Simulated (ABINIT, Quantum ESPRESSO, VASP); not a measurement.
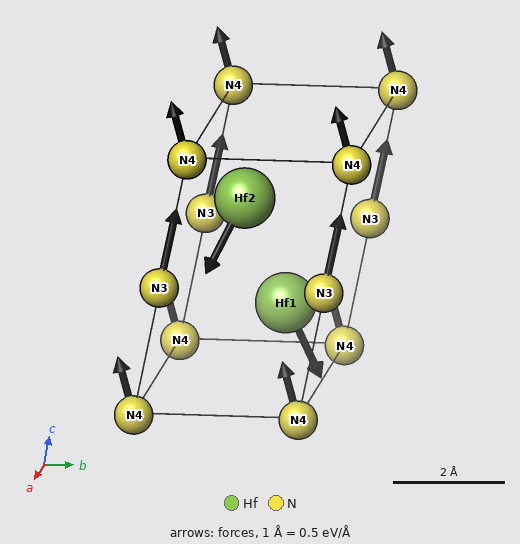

HfN (4 atoms) with its atoms moved off their places at random, by some hundredths of an ångström. The arrows are the forces from Quantum ESPRESSO (SSSP 1.3 efficiency). The parent cell is a structure listed in the Materials Project. It needn't be the stable form of this composition.

```
Hf N
1.0
     3.13391    0.00000    0.00000
    -1.56695    2.71404    0.00000
     0.00000    0.00000    5.41677
Hf N
2 2
Direct
  0.33366 0.65416 0.25049
  0.66144 0.33566 0.74992
  0.00764 0.99647 0.49177
  0.00460 0.00224 0.99334
```

The same cell was run in three programs or potential sets. Alike in all runs: functional PBE; k mesh 10 × 10 × 5 on the run's cell of 4 atoms; occupations fermi-dirac, width 0.05 eV; no spin polarisation; no spin-orbit coupling. The table gives the size of the force on each atom, with the net force on the cell removed.

| program | force on Hf1 (eV/Å) | force on Hf2 (eV/Å) | force on N3 (eV/Å) | force on N4 (eV/Å) |
| --- | --- | --- | --- | --- |
| Quantum ESPRESSO (SSSP 1.3 efficiency) | 0.548 | 0.547 | 0.577 | 0.391 |
| ABINIT (JTH PAW PBE v2.0) | 0.561 | 0.559 | 0.589 | 0.403 |
| VASP (PBE potentials, release 64 Hf_pv, N) | ? | ? | ? | ? |

> What does VASP (PBE potentials, release 64 Hf_pv, N) give?

0.551 eV/Å on Hf1, 0.550 eV/Å on Hf2, 0.581 eV/Å on N3 and 0.394 eV/Å on N4. The medians of the other rows are 0.554, 0.553, 0.583, 0.397 eV/Å.

> How well do the programs agree?

The force on N3, the largest, spans 0.577 to 0.589 eV/Å. Against the median force vectors, the rows deviate by 0.003 eV/Å rms as a rule, and ABINIT (JTH PAW PBE v2.0) most, by 0.010 eV/Å. With one functional throughout, the spread comes from potentials, basis sets and numerical settings. Deviations count direction as well as size.
